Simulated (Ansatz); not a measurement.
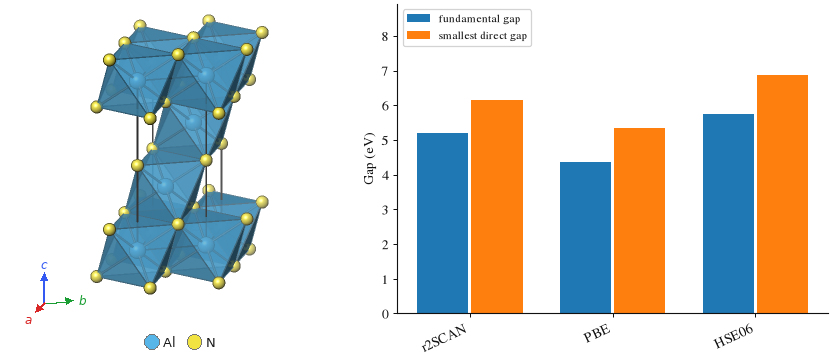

Gaps of AlN, space group R-3m, 2 atoms in the cell, rocksalt type, epitaxial (111) strain +1.0%, at several levels of theory on one cell (Ansatz, plane waves and PAW; edges over the mesh and the special points).

How does the gap depend on the level, and does its kind change?

Answer. In rising order: PBE 4.37 eV, r2SCAN 5.21 eV and HSE06 5.76 eV. It is indirect at every level.
